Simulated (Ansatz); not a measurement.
# NaS5: what the fields show

```xyz
6
Lattice="6.5139 0.0000 0.0000 -3.2569 5.6412 0.0000 0.0000 0.0000 3.3861" Properties=species:S:1:pos:R:3 pbc="T T T"
Na    0.0000    0.0000    0.0000
S     0.0000    3.7608    0.0000
S     3.2570    1.8804    0.0000
S     3.2569    0.0000    1.6930
S     1.6285    2.8206    1.6930
S    -1.6285    2.8206    1.6930
```

Space group P6/mmm; a structure generated by program, which may or may not match a known phase; computed without spin polarisation.

Computed with DFT PBE, scalar-relativistic, plane waves, PAW in Ansatz.

Core electrons are frozen (PAW), and the valence fields are smoothed inside the atomic spheres.

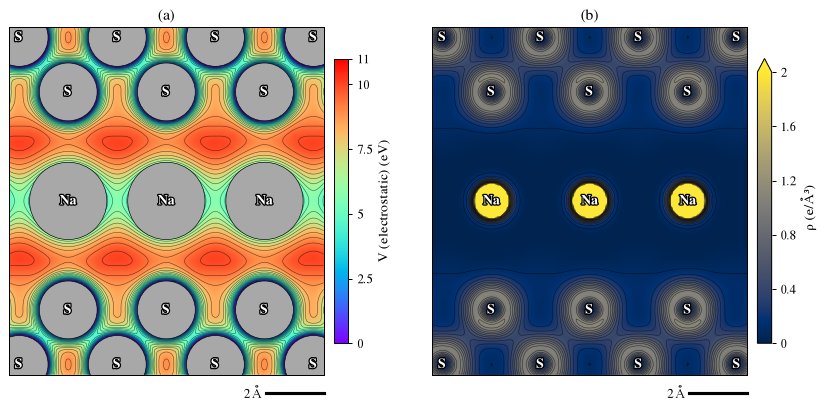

Figure 1. (a) electrostatic potential (local pseudopotential plus Hartree) felt by an electron; (b) valence electron density on the (110) plane of the conventional cell. Grey discs cover the atomic cores in the potential map.

**Describe what can be read from this map.**

The section cuts through Na and S sites.
S–S (2.53 Å): the density is about 0.42 e/Å³ at the midpoint.
Na–S (3.76 Å): ρ is about 0.03 e/Å³ halfway, with its minimum of 0.02 e/Å³ about 1.5 Å from Na.
Between the atoms the lowest density in this plane is 0.008 e/Å³.
Outside the cores the potential energy rises away from the atoms and is highest about 1.8 Å from the nearest atoms; its zero is arbitrary.

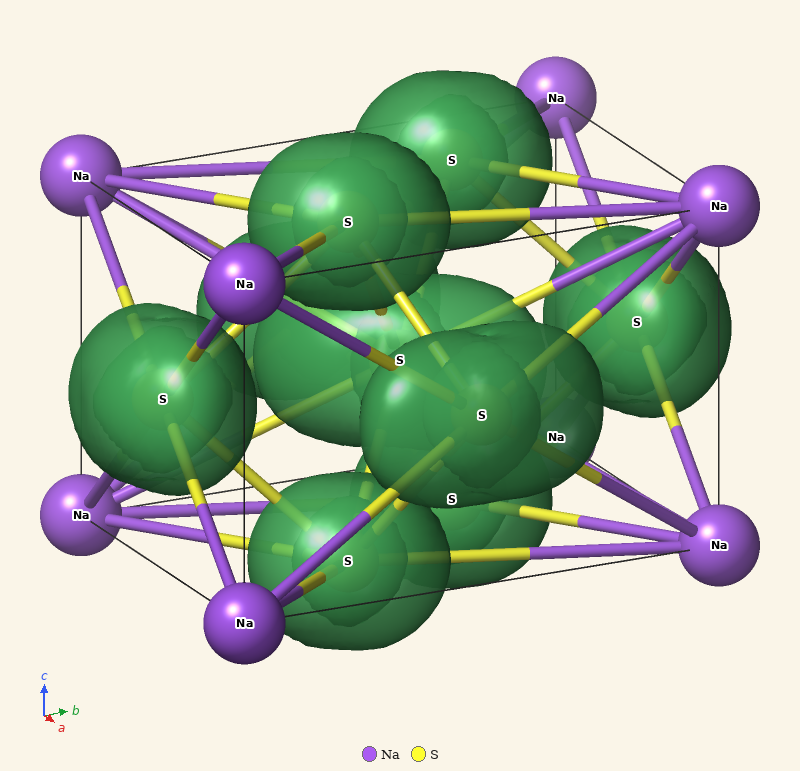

Figure 2. Isosurface of the ELF at 0.75 (green), seen slightly off an axis. Only the valence region is drawn (cores and ρ < 0.01 e/Å³ removed). Sticks mark near contacts.

**What do the ELF domains correspond to?**

The surface consists of five regions wrapped around S (the valence shell of each), counted in one cell of 6 atoms. Any copies at cell faces, edges or corners count once.


S–S (2.53 Å): the ELF peaks at about 0.85 in the valence shell of S, 0.8 Å from its nucleus, and drops to about 0.50 between the two atoms. Na–S (3.67 Å): the ELF is about 0.25 at the midpoint and 0 at its lowest between the atoms; no shared electron pair shows on this line.

**Metal or insulator at this level of theory?**

It is metallic or semimetallic at this level of theory: no gap opens.
